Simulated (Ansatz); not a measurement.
System TiTe2 (space group P-3m1, No. 164); source of the atomic positions: the end point of a relaxation with Ansatz 0.2.0, DFT PBEsol, scalar-relativistic, plane waves, PAW.

```
CELL_PARAMETERS angstrom
3.69299 0.00000 0.00000
-1.84649 3.19822 0.00000
0.00000 0.00000 6.45009
ATOMIC_POSITIONS crystal
Ti 0.00000 0.00000 0.00000
Te 0.33333 0.66667 0.26744
Te 0.66667 0.33333 0.73256
```

Describe the stacking along c, with columns A (0, 0), B (1/3, 2/3), C (2/3, 1/3) of the hexagonal mesh.

Ti(A) – Te(B) – Te(C) (three layers in 6.45 Å).

Te layers alone: BC, the hexagonal close-packed type.

Ti: one octahedral site (per hexagonal cell). One of the two gaps between Te layers is empty, 3.00 Å wide.

Polytype symbol 1T, the symbol of a layered MX2 polytype (number of slabs in the repeat and lattice).

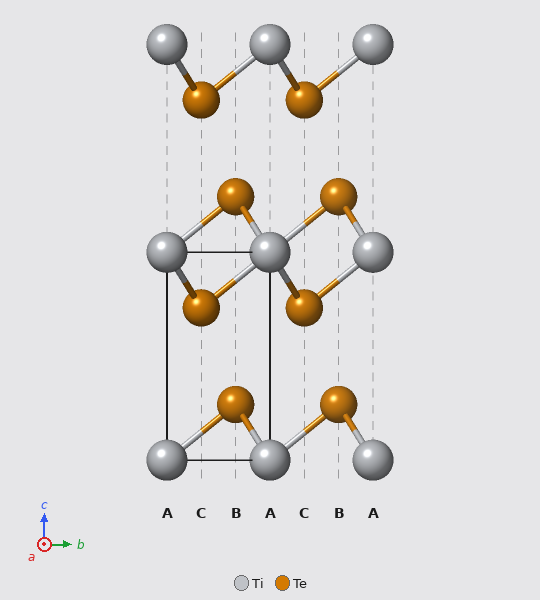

The picture looks along a close-packed row of the hexagonal mesh; c points upwards. The dashed lines mark the three columns A (0, 0), B (1/3, 2/3) and C (2/3, 1/3). The sequence starts with the first layer at or above the cell's origin.
